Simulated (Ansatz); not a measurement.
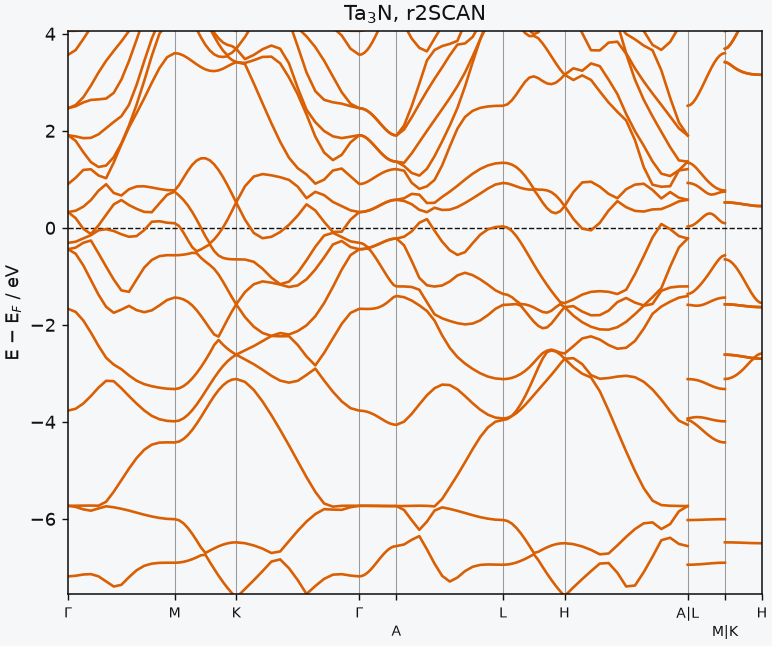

Band structure. Energies are counted from the Fermi level.

Which Bravais lattice do the labels of the path belong to?

A hexagonal (primitive) lattice: the path Γ–M–K–Γ–A–L–H–A|L–M|K–H runs through the special points of its Brillouin zone.

Input of the run:

```yaml
crystal:
  lattice:
    - [3.0322239879, 0.0, 0.0]
    - [-1.516111994, 2.6259830035, 0.0]
    - [0.0, 0.0, 7.524137]
  atoms:
    - { symbol: Ta, position: [0.6666666667, 0.3333333333, 0.82607] }
    - { symbol: Ta, position: [0.3333333333, 0.6666666667, 0.17393] }
    - { symbol: Ta, position: [0.0, 0.0, 0.5] }
    - { symbol: "N", position: [0.0, 0.0, 0.0] }
hamiltonian:
  xc: r2scan
  pseudopotentials: { kind: paw }
kpoints:
  mp_grid: { grid: [7, 7, 3] }
  band_path:
    path:
      - [[0.0, 0.0, 0.0], [0.5, 0.0, 0.0], [0.3333333333, 0.3333333333, 0.0], [0.0, 0.0, 0.0], [0.0, 0.0, 0.5], [0.5, 0.0, 0.5], [0.3333333333, 0.3333333333, 0.5], [0.0, 0.0, 0.5]]
      - [[0.5, 0.0, 0.5], [0.5, 0.0, 0.0]]
      - [[0.3333333333, 0.3333333333, 0.0], [0.3333333333, 0.3333333333, 0.5]]
    npoints: 14
scf:
  occupations: { method: fermi_dirac, width: 0.05 }
  n_extra_bands: 10
output:
  forces: true
  stress: true
  eigenvalues: true
  fatbands: false
```

System: Ta₃N, space group P-3m1, 4 atoms in the cell.

Ansatz 0.2.0; r2SCAN, Ansatz PAW, no spin polarisation, no spin-orbit coupling, 7×7×3 k mesh, 500 eV cutoff, Fermi-Dirac smearing of 0.05 eV.

Metal, semiconductor or insulator?

A metal: bands cross the Fermi level along this path.

Which levels at H lie nearest to the Fermi level?

At H the nearest levels lie 1.55 eV below and 0.45 eV above the Fermi level.

Spin-orbit coupling is left out, which matters for Ta. The PAW data sets were made with another functional. The k mesh is thin for a metal, so its Fermi level is uncertain. The cell is at −4 GPa in this functional. The cell comes from a database of computed structures, and whether it is the stable form of this composition wasn't checked. Bands are joined in order of energy, so crossings between the computed points show as kinks or gaps.
